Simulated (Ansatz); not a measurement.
## From Ag to Cu

System: Ag (Fm-3m, 1 atom in the cell).
Method of the first run: DFT PBE, scalar-relativistic, plane waves, PAW, no spin polarisation (Ansatz 0.2.0).
System of the second run: Cu (Fm-3m, 1 atom in the cell).

On the first run: The structure derives from a Materials Project entry. On the second run: The structure was made by swapping elements on the sites of another compound; it need not be a known phase. It belongs to a series of runs on one base structure; here: Ag -> Cu on all its sites, cell and atoms relaxed. Text and figures count atoms from 1; the logs count them from 0 in places.

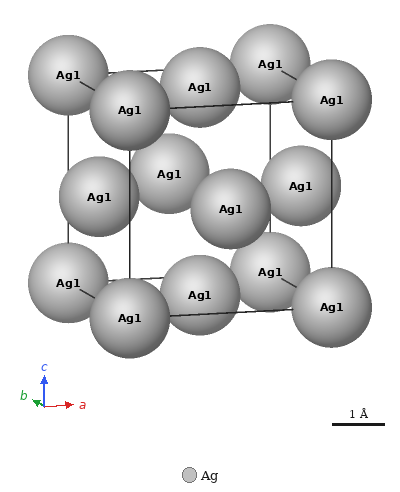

Figure 1. The input geometry (spheres-only view of the cell 4 times as large as that of the calculation, set on its symmetry axes, seen slightly off an axis; atoms are numbered from 1 in the order of the input).

**The input, the first run**
```yaml
crystal:
  lattice:
    - [0.0, 2.0521781806, 2.0521781806]
    - [2.0521781806, 0.0, 2.0521781806]
    - [2.0521781806, 2.0521781806, 0.0]
  atoms:
    - { symbol: Ag, position: [0.0, 0.0, 0.0] }
basis:
  ecutwfc: 420
kpoints:
  mp_grid: { grid: [8, 8, 8] }
hamiltonian:
  xc: pbe
scf:
  occupations: { method: gaussian, width: 0.1 }
output:
  forces: true
  stress: true
  eigenvalues: true
```

Command:
```bash
ansatz run input.yaml --threads 1 --pin off --max-ram 2560MiB --backend cpu --events-out ev --progress --plain --runs-dir out
```

Hardware: 1 thread of Intel Xeon @ 2.50GHz (Skylake/Cascade Lake), 192 GiB of memory available, shared host.

**Output, shortened to warnings, some set-up lines, iterations and results (the first run)**
```
Basis set: ecut = 420 eV, 331 PW (Γ), exchange–correlation on 40×40×40 points (8 copies of the dense FFT grid, shifted against one another)
Symmetry: 48 space group operations
k-points: 29 of 512
Initial density: superposition of atomic densities (neutral atoms: chi_scale 0, normalization atom), corrected by the library's trained network
[...]
SCF iter   1: F=—  HF=-7590.519803 eV  |F-HF|=—  |Δ(HF+E_count)|=         —  Δρ=1.02e-3  dr2=8.14e-5  ethr=1.77e-3  ⟨swp⟩=4.4  Hψ=2000  notcnv=0
SCF iter   2: F=—  HF=-7590.519973 eV  |F-HF|=—  |Δ(HF+E_count)|=   1.70e-4  Δρ=5.61e-4  dr2=1.90e-5  ethr=4.29e-7  ⟨swp⟩=2.7  Hψ=885  notcnv=0
SCF iter   3: F=—  HF=-7590.519988 eV  |F-HF|=—  |Δ(HF+E_count)|=   1.52e-5  Δρ=2.92e-4  dr2=3.30e-6  ethr=9.99e-8  ⟨swp⟩=2.2  Hψ=582  notcnv=0
SCF iter   4: F=—  HF=-7590.520002 eV  |F-HF|=—  |Δ(HF+E_count)|=   1.38e-5  Δρ=7.50e-5  dr2=3.25e-7  ethr=1.74e-8  ⟨swp⟩=2.0  Hψ=525  notcnv=0
SCF iter   5: F=-7590.520002 eV  HF=-7590.520002 eV  |F-HF|=3.89e-9  |Δ(HF+E_count)|=   8.16e-7  Δρ=9.51e-6  dr2=8.81e-9  ethr=1.71e-9  ⟨swp⟩=2.0  Hψ=536  notcnv=0
SCF iter   6: F=-7590.520002 eV  HF=-7590.520002 eV  |F-HF|=1.55e-11  |Δ(HF+E_count)|=   7.62e-9  Δρ=3.80e-7  dr2=1.02e-11  ethr=4.64e-11  ⟨swp⟩=2.8  Hψ=1334  notcnv=0
SCF 1 converged in 6 iterations: F = -7590.520002 eV  dr2 = 1.02e-11
SCF converged after 6 iterations
Free energy (F): -7590.520002 eV
Harris-Foulkes:  -7590.520002 eV  (|F-HF|=1.55e-11)
Internal energy: -7590.516957 eV  (E = F + TS)
E sigma→0 (E₀):  -7590.518480 eV
Entropy (-TS):   -0.003045 eV (-3.045 meV/atom)
Fermi energy:    16.863376 eV
--- Per-component energies (eV) ---
  E_band       = -238.964519
  E_kinetic    = 527.462193
  E_local      = -2215.237510  (includes V_loc(G=0)·N_el)
  E_nonlocal   = 79.955795
  E_hartree    = 1007.670972
  E_xc         = -184.984136
  E_vxc        = -235.060429  (∫ρ·V_xc dr)
  E_paw        = -3901.962222  (= ΣΔE_a)
  E_vpaw       = -411.426740  (= ΣTr[D̂ρ^β])
  E_aug_tail   = 0.000330  (compensation charges beyond the density's cutoff)
  E_ewald      = -2903.422379
  E_smearing   = -0.003045  (= −TS)
  E_closure    = 0.000000  (closes the sum)
  Σ components = -7590.520002   (vs F -7590.520002, Δ=0.00e0)
--- Forces (eV/Å), atoms counted from 1 ---
  atom   1  Ag    -0.00000000     0.00000000    -0.00000000
  max |Σ_I F_I| component: 7.81e-32 eV/Å
--- Stress (GPa, compression-positive) ---
        3.691364      -0.000000       0.000000
       -0.000000       3.691364      -0.000000
        0.000000       0.000000       3.691364
  P = ⅓ Tr σ = 3.6914 GPa (36.914 kbar)
```

The input of the second run differs as follows (lines with − go, lines with + come):
```diff
-    - [0.0, 2.0521781806, 2.0521781806]
-    - [2.0521781806, 0.0, 2.0521781806]
-    - [2.0521781806, 2.0521781806, 0.0]
+    - [0.0, 1.9458833318, 1.9458833318]
+    - [1.9458833318, 0.0, 1.9458833318]
+    - [1.9458833318, 1.9458833318, 0.0]
-    - { symbol: Ag, position: [0.0, 0.0, 0.0] }
+    - { symbol: Cu, position: [0.0, 0.0, 0.0] }
```

Predict how the results change.

The total energies belong to different systems, so their difference says nothing on which is more stable or more accurate. The pressure goes from 3.69 to −16.94 GPa. The volume per atom goes from 17.29 to 14.74 Å³. The number of SCF iterations is the same. The plane waves at Γ go from 331 to 283.

**Output, shortened to warnings, some set-up lines, iterations and results (the second run)**
```
Basis set: ecut = 420 eV, 283 PW (Γ), exchange–correlation on 40×40×40 points (8 copies of the dense FFT grid, shifted against one another)
Symmetry: 48 space group operations
k-points: 29 of 512
Initial density: superposition of atomic densities (neutral atoms: chi_scale 0, normalization atom), corrected by the library's trained network
[...]
SCF iter   1: F=—  HF=-6624.968175 eV  |F-HF|=—  |Δ(HF+E_count)|=         —  Δρ=1.63e-3  dr2=2.19e-4  ethr=1.77e-3  ⟨swp⟩=5.2  Hψ=1988  notcnv=0
SCF iter   2: F=—  HF=-6624.968200 eV  |F-HF|=—  |Δ(HF+E_count)|=   2.45e-5  Δρ=2.95e-4  dr2=3.43e-6  ethr=1.15e-6  ⟨swp⟩=2.0  Hψ=829  notcnv=0
SCF iter   3: F=—  HF=-6624.968213 eV  |F-HF|=—  |Δ(HF+E_count)|=   1.27e-5  Δρ=1.83e-4  dr2=1.83e-6  ethr=1.80e-8  ⟨swp⟩=2.0  Hψ=631  notcnv=0
SCF iter   4: F=-6624.968213 eV  HF=-6624.968213 eV  |F-HF|=1.29e-8  |Δ(HF+E_count)|=   6.57e-7  Δρ=1.24e-5  dr2=8.20e-9  ethr=9.62e-9  ⟨swp⟩=2.2  Hψ=521  notcnv=0
SCF iter   5: F=-6624.968213 eV  HF=-6624.968213 eV  |F-HF|=1.46e-11  |Δ(HF+E_count)|=   1.50e-8  Δρ=8.49e-7  dr2=3.13e-11  ethr=4.32e-11  ⟨swp⟩=2.1  Hψ=610  notcnv=0
SCF iter   6: F=-6624.968213 eV  HF=-6624.968213 eV  |F-HF|=1.64e-11  |Δ(HF+E_count)|=  5.46e-11  Δρ=2.49e-7  dr2=6.31e-12  ethr=1.00e-12  ⟨swp⟩=2.0  Hψ=1277  notcnv=0
SCF 1 converged in 6 iterations: F = -6624.968213 eV  dr2 = 6.31e-12
SCF converged after 6 iterations
Free energy (F): -6624.968213 eV
Harris-Foulkes:  -6624.968213 eV  (|F-HF|=1.64e-11)
Internal energy: -6624.965170 eV  (E = F + TS)
E sigma→0 (E₀):  -6624.966692 eV
Entropy (-TS):   -0.003043 eV (-3.043 meV/atom)
Fermi energy:    12.372185 eV
--- Per-component energies (eV) ---
  E_band       = -430.074634
  E_kinetic    = 297.785094
  E_local      = -4450.029960  (includes V_loc(G=0)·N_el)
  E_nonlocal   = 393.184943
  E_hartree    = 1950.082320
  E_xc         = -87.761007
  E_vxc        = -113.115461  (∫ρ·V_xc dr)
  E_paw        = -1666.203621  (= ΣΔE_a)
  E_vpaw       = -458.064059  (= ΣTr[D̂ρ^β])
  E_aug_tail   = 0.000338  (compensation charges beyond the density's cutoff)
  E_ewald      = -3062.023277
  E_smearing   = -0.003043  (= −TS)
  E_closure    = 0.000000  (closes the sum)
  Σ components = -6624.968213   (vs F -6624.968213, Δ=0.00e0)
--- Forces (eV/Å), atoms counted from 1 ---
  atom   1  Cu    -0.00000000     0.00000000    -0.00000000
  max |Σ_I F_I| component: 8.63e-32 eV/Å
--- Stress (GPa, compression-positive) ---
      -16.941060      -0.000000       0.000000
       -0.000000     -16.941060      -0.000000
        0.000000      -0.000000     -16.941060
  P = ⅓ Tr σ = -16.9411 GPa (-169.411 kbar)
```

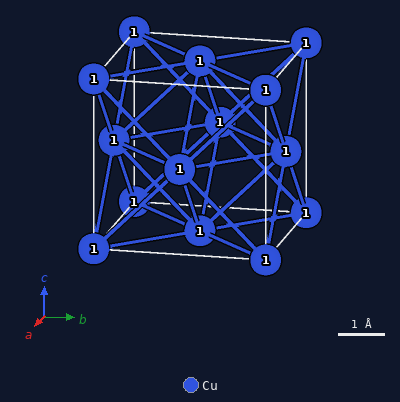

Figure 2. The input structure of the second run (ball-and-stick view of the cell 4 times as large as that of the calculation, set on its symmetry axes, seen slightly off an axis; atoms are numbered from 1 in the order of the input).

**The two runs side by side**

| quantity | the first run | the second run |
| --- | --- | --- |
| outcome | converged | converged |
| free energy per atom (eV) | −7590.5200 | −6624.9682 |
| energy per atom, smearing taken to zero (eV) | −7590.5185 | −6624.9667 |
| gap on the mesh (eV) | 0.00 | 0.00 |
| pressure (GPa) | 3.69 | −16.94 |
| volume per atom (Å³) | 17.29 | 14.74 |
| largest force (eV/Å) | 0.000 | 0.000 |
| SCF iterations | 6 | 6 |
| irreducible k-points | 29 | 29 |
| plane waves at Γ | 331 | 283 |
| wall time (shared host) | 0.71 s | 0.99 s |

For the second run: The cell is under a tension of 16.9 GPa at this level, so it is not at its equilibrium volume.
